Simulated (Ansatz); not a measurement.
## Single-point calculation of BN

System: BN (I-4m2, 2 atoms in the cell).
Method: DFT r2SCAN, scalar-relativistic, plane waves, PAW, no spin polarisation (Ansatz 0.2.0).

The structure derives from a Materials Project entry. It belongs to a series of runs on one base structure; here: ratio of the length along z to the lengths across it x 0.707, volume and fractional coordinates fixed. Figures and captions count atoms from 1; the log counts them from 0 in places.

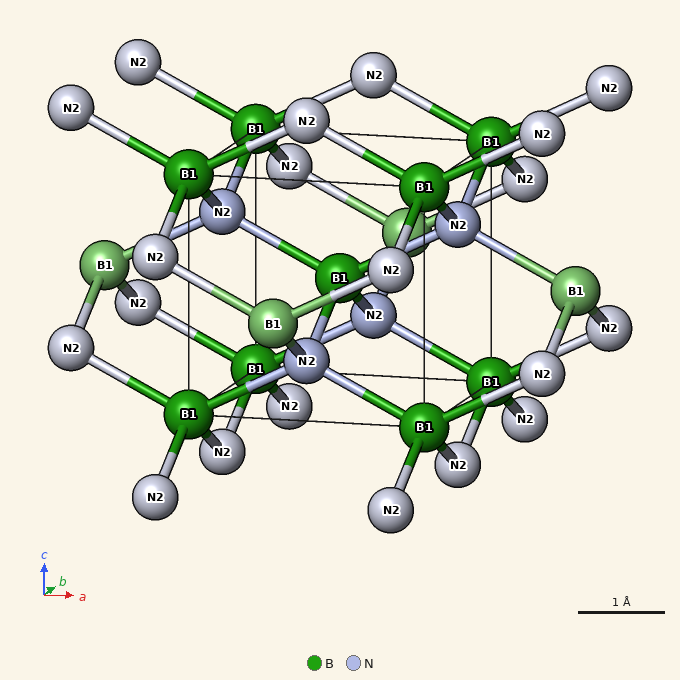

Figure 1. The structure as given in the input (ball-and-stick view of the cell 2 times as large as that of the calculation, set on its symmetry axes, seen slightly off an axis; neighbours outside the cell are drawn fainter; atoms are numbered from 1 in the order of the input). An atom can appear more than once, as a periodic image. Near neighbours in the periodic cell (some may lie outside the picture): B has 4 N at 1.60 Å; N has 4 B at 1.60 Å.

## Input file
```yaml
crystal:
  lattice:
    - [0.0, 2.0259369301, 1.4323374096]
    - [2.0259369301, 0.0, 1.4323374096]
    - [2.0259369301, 2.0259369301, 0.0]
  atoms:
    - { symbol: B, position: [0.0, 0.0, 0.0] }
    - { symbol: "N", position: [0.75, 0.75, 0.75] }
basis:
  ecutwfc: 500
kpoints:
  mp_grid: { grid: [12, 12, 12] }
hamiltonian:
  xc: r2scan
scf:
  occupations: { method: gaussian, width: 0.05 }
output:
  forces: true
  stress: true
  eigenvalues: true
  write_density: true
  write_potential: true
  elf: true
  volumetric_format: npy
```

Command:
```bash
ansatz run input.yaml --threads 1 --pin off --max-ram 2560MiB --backend cpu --events-out ev --progress --plain --runs-dir out
```

## What the program printed
```
Engine: ansatz 0.2.0, x86_64-unknown-linux-gnu
Pseudopotentials: kind: paw
Pseudopotential: B, paw, valence charge 3, recommended cutoff 500 eV (meta_gga), B.paw.azcp
Pseudopotential: N, paw, valence charge 5, recommended cutoff 500 eV (meta_gga), N.paw.azcp
Functional definition: r2SCAN
  parameter k0 = 0.174
  parameter k1 = 0.065
  parameter a1 = 4.9479
  exchange = r2scan_x(k0 = k0, k1 = k1, a1 = a1)
  correlation = r2scan_c
Crystal: 2 atoms, lattice volume = 11.758 Å³
Basis set: ecut = 500 eV, 321 PW (Γ), exchange–correlation on 80×80×96 points (64 copies of the dense FFT grid, shifted against one another)
Bands: 8, of which v1, the nominal top of the filled ones, is band 4 counted from 1 (3 counted from 0)
Symmetry: 8 space group operations
Space group: I-4m2 (ITA 119), of the structure as read, at distance tolerance 2.3e-5 Å
k-points: 163 of 1728 (time reversal used)
Non-local potential: B, projectors of the file, l = 0: 2, l = 1: 2, l = 2: 1
Non-local potential: N, projectors of the file, l = 0: 2, l = 1: 2, l = 2: 1
PAW form: soft (Blöchl's): semilocal exchange-correlation on the pseudo side does not see the compensation charge
PAW frozen core: B, regenerated for the run's functional (the file was generated under x = pbe(κ = 0.804, μ = 0.2195149727645171), c = pbe(β = 0.06672455060314922))
PAW frozen core: N, regenerated for the run's functional (the file was generated under x = pbe(κ = 0.804, μ = 0.2195149727645171), c = pbe(β = 0.06672455060314922))
PAW one-centre angular grid: B, 302 points (default); XC on 160 Gauss nodes
PAW one-centre angular grid: N, 302 points (default); XC on 160 Gauss nodes
Initial density: superposition of atomic densities (neutral atoms: chi_scale 0, normalization atom), corrected by the library's trained network
Initial wavefunctions: pseudopotential atomic-orbital guess
Functional: x = r2scan, c = r2scan; τ floored in thin density (d = 2e-4 eV/Å³)
SCF iter   1: F=—  HF=-542.537183 eV  |F-HF|=—  |Δ(HF+E_count)|=         —  Δρ=1.48e-2  dr2=2.03e-2  dr2_τ=2.87e-1  ethr=1.77e-3  ⟨swp⟩=4.5  Hψ=8628  notcnv=0
preconditioner: auto → none  [insulator: Δε(μ)=1.286 eV  Ē_g=20.374 eV  σ=0.050 eV  W_gap=1.00  n_scr=0 (ndim 8)  ℏωp=30.6 eV  f_vac=0.000  D(μ)=0.00/eV (n_scr^D=0)  ε∞_Penn≈3.3]
SCF iter   2: F=—  HF=-542.628061 eV  |F-HF|=—  |Δ(HF+E_count)|=   9.09e-2  Δρ=7.23e-3  dr2=2.18e-3  dr2_τ=4.07e-4  ethr=2.54e-4  ⟨swp⟩=2.0  Hψ=3912  notcnv=0
SCF iter   3: F=—  HF=-542.628279 eV  |F-HF|=—  |Δ(HF+E_count)|=   2.18e-4  Δρ=2.32e-3  dr2=2.56e-4  dr2_τ=4.30e-5  ethr=2.72e-5  ⟨swp⟩=1.0  Hψ=1304  notcnv=0
SCF iter   4: F=—  HF=-542.628292 eV  |F-HF|=—  |Δ(HF+E_count)|=   1.33e-5  Δρ=2.60e-4  dr2=5.67e-6  dr2_τ=6.23e-7  ethr=3.20e-6  ⟨swp⟩=2.0  Hψ=1956  notcnv=0
SCF iter   5: F=—  HF=-542.628291 eV  |F-HF|=—  |Δ(HF+E_count)|=   1.04e-6  Δρ=6.55e-5  dr2=3.53e-7  dr2_τ=2.19e-8  ethr=7.09e-8  ⟨swp⟩=2.4  Hψ=1851  notcnv=0
SCF iter   6: F=-542.628292 eV  HF=-542.628292 eV  |F-HF|=1.41e-9  |Δ(HF+E_count)|=   9.60e-8  Δρ=9.47e-6  dr2=5.03e-9  dr2_τ=3.52e-10  ethr=1.25e-9  ⟨swp⟩=8.9  Hψ=8970  notcnv=0
SCF 1 converged in 6 iterations: F = -542.628292 eV  dr2 = 5.03e-9
  greatest PAW one-centre occupation: 0.797 electrons in one spin orbital (limit 2), on the N atom at site 1 (counted from 0), in its partial waves of l = 0
```

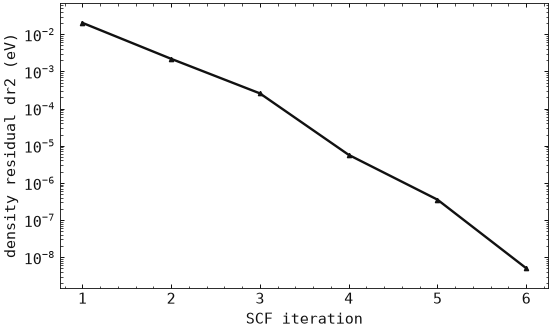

Figure 2. Convergence of the self-consistent field: density residual dr2 against the SCF iteration. The residual falls at every step.

```
SCF converged after 6 iterations
Free energy (F): -542.628292 eV
Harris-Foulkes:  -542.628292 eV  (|F-HF|=1.41e-9)
Internal energy: -542.628292 eV  (E = F + TS)
E sigma→0 (E₀):  -542.628292 eV
Fermi energy:    13.513152 eV
--- Per-component energies (eV) ---
  E_band       = 26.268035
  E_kinetic    = 184.280363
  E_local      = -163.753601  (includes V_loc(G=0)·N_el)
  E_nonlocal   = 55.738227
  E_hartree    = 46.467795
  E_xc         = -91.798778
  E_vxc        = -127.045977  (∫ρ·V_xc dr)
  E_paw        = -209.196928  (= ΣΔE_a)
  E_vpaw       = -22.843744  (= ΣTr[D̂ρ^β])
  E_aug_tail   = 0.000023  (compensation charges beyond the density's cutoff)
  E_vtau       = 6.957909  (kinetic-family band-sum trace: ∫τ·v_τ [+ j·A + Jᵃ·Aᵃ] dr)
  E_ewald      = -364.317386
  E_core_change = -0.048007  (= ΣΔE_core)
  E_smearing   = -0.000000  (= −TS)
  E_closure    = -0.000000  (closes the sum)
  Σ components = -542.628292   (vs F -542.628292, Δ=0.00e0)
--- Forces (eV/Å), atoms counted from 1 ---
  atom   1  B     -0.00000000     0.00000000    -0.00000000
  atom   2  N      0.00000000    -0.00000000     0.00000000
  max |Σ_I F_I| component: 2.22e-16 eV/Å
--- Stress (GPa, compression-positive) ---
      -50.735932       0.000000       0.000000
       -0.000000     -50.735932       0.000000
        0.000000       0.000000      90.447592
  P = ⅓ Tr σ = -3.6748 GPa (-36.748 kbar)
--- Band table (eV; the first three rows and the last of 163) ---
  k-point 0: bands = ["-9.9884", "10.5429", "10.5429", "12.8585", "20.4816", "21.8094", "22.8123", "22.8123"]
  k-point 1: bands = ["-9.7981", "10.0338", "10.2639", "12.4792", "20.1051", "22.1864", "22.8056", "23.3530"]
  k-point 2: bands = ["-9.2342", "8.4100", "9.5754", "11.9015", "19.3368", "22.5717", "22.9682", "24.6716"]
  k-point 162: bands = ["-1.8550", "3.6180", "3.6180", "6.0436", "14.1678", "15.5678", "30.3852", "30.3852"]
```

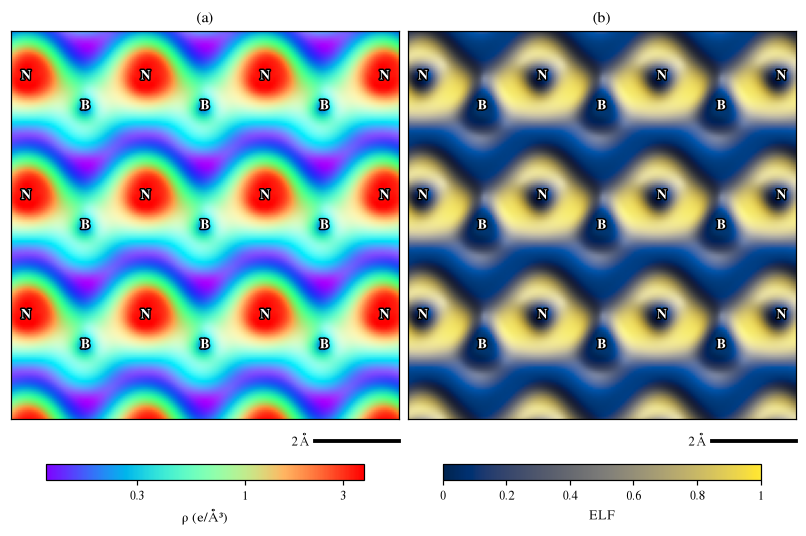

Figure 3. (a) valence pseudo-density; (b) electron localisation function on the (010) plane of the conventional cell. Away from the nuclei the density in this plane falls to 0.11 e/Å³ at its lowest. In a PAW calculation such maps are meaningful between the atoms, not at the nuclei.

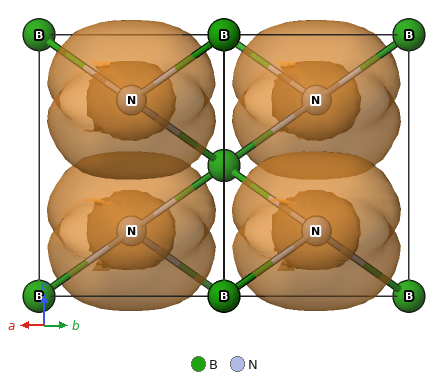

Figure 4. Isosurface of the ELF at 0.7 (orange), seen along [110]. Core shells and regions of very low density are left out. Sticks mark near contacts. The outline is the cell set on symmetry axes. Along the contacts the grid gives the following.

## Results in brief

| quantity | value |
| --- | --- |
| outcome | converged |
| space group (tolerance 0.01 Å) | I-4m2 (119) |
| electrons treated | 8 |
| free energy | −542.6283 eV |
| Fermi energy | 13.513 eV |
| gap on the k-point mesh | 1.31 eV |
| pressure | −3.67 GPa |
| largest force (length of the vector) | under 0.001 eV/Å |
| hardware | 1 thread of Intel Xeon (Granite Rapids), 32 GiB of memory available, shared host |
| wall time | 2.5 s |
| peak memory | 0.4 GiB |
